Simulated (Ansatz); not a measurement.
System: WC (slab).

```yaml
crystal:
  lattice:
    - [2.88358, 0.00000, 0.00000]
    - [-1.44179, 2.49725, 0.00000]
    - [0.00000, 0.00000, 27.65616]
  atoms:
    - { symbol: C, position: [0.66667, 0.33333, 0.27996] }
    - { symbol: W, position: [0.00000, 0.00000, 0.31918] }
    - { symbol: C, position: [0.66667, 0.33333, 0.37318] }
    - { symbol: W, position: [0.00000, 0.00000, 0.42260] }
    - { symbol: C, position: [0.66667, 0.33333, 0.47405] }
    - { symbol: W, position: [0.00000, 0.00000, 0.52436] }
    - { symbol: C, position: [0.66667, 0.33333, 0.57587] }
    - { symbol: W, position: [0.00000, 0.00000, 0.62628] }
    - { symbol: C, position: [0.66667, 0.33333, 0.67800] }
    - { symbol: W, position: [0.00000, 0.00000, 0.72654] }
```

The calculation used DFT LDA, scalar-relativistic, plane waves, PAW (Ansatz 0.2.0).

### Predict the valence pseudo-density and electron localisation function between the atoms.

W–C (1.99 Å): ρ is about 1.1 e/Å³ halfway; the ELF peaks at about 0.80 in the valence shell of C, 0.6 Å from its nucleus, and is about 0.40 at the midpoint.
W–W (2.77 Å): ρ at the midpoint is about 0.41 e/Å³; the ELF is about 0.35 at the midpoint.
W–C (2.14 Å): ρ at the midpoint is about 0.76 e/Å³; the ELF peaks at about 0.80 in the valence shell of C, 0.7 Å from its nucleus, and is about 0.30 at the midpoint.
W–C (2.19 Å): ρ at the midpoint is about 0.67 e/Å³; the ELF peaks at about 0.80 in the valence shell of C, 0.7 Å from its nucleus, and is about 0.30 at the midpoint.

### Does the calculation give a band gap?

It is metallic or semimetallic at this level of theory: no gap opens.

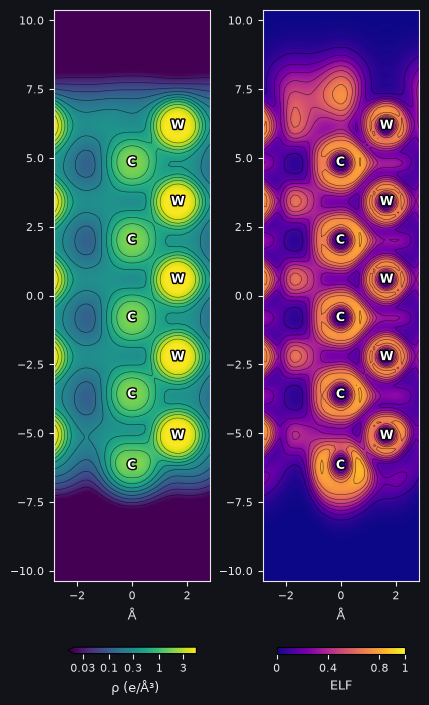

Computed valence pseudo-density and electron localisation function on the (110) plane of the calculation cell, a cut from vacuum to vacuum, in this order. 

Core electrons are frozen (PAW), and the valence fields are smoothed inside the atomic spheres.
